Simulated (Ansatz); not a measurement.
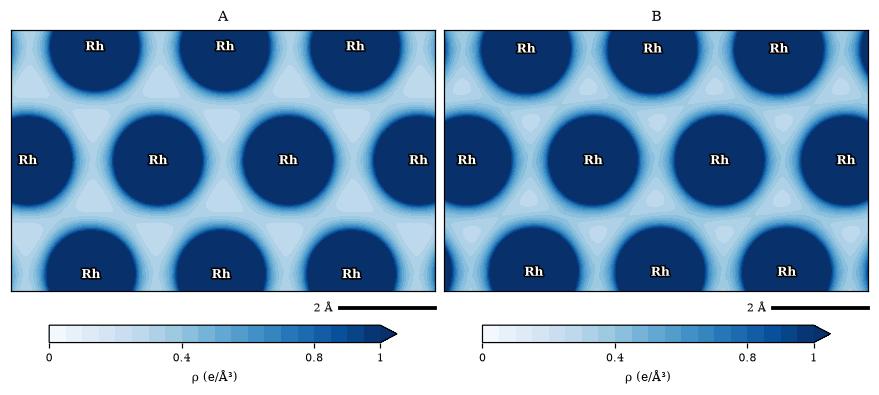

Rh. The valence pseudo-density of two cells that differ in size and shape, on the (100) plane of each (indices in the axes of the calculation cell), at one length scale and on one colour scale: A has 14.6 Å³ an atom and B 13.7.

All numbers below come from DFT, PBE, PAW with Ansatz's default frozen-core files, scalar-relativistic in Ansatz 0.2.0.

Core electrons are frozen (PAW), and the valence fields are smoothed inside the atomic spheres.

The larger cell:

```xyz
1
Lattice="0.0000 1.9586 1.9016 1.9586 0.0000 1.9016 1.9586 1.9586 0.0000" Properties=species:S:1:pos:R:3 pbc="T T T"
Rh    0.0000    0.0000    0.0000
```

The smaller cell: a = 2.649 Å, b = 2.649 Å, c = 2.649 Å, α = 62.01°, β = 62.01°, γ = 62.01°.

What changes from the larger cell to the smaller?

Answer. From the larger cell to the smaller, Rh–Rh goes from 2.73 to 2.65 Å, and the density at its midpoint from 0.34 to 0.39 e/Å³; the pressure goes from −8 to 7 GPa.
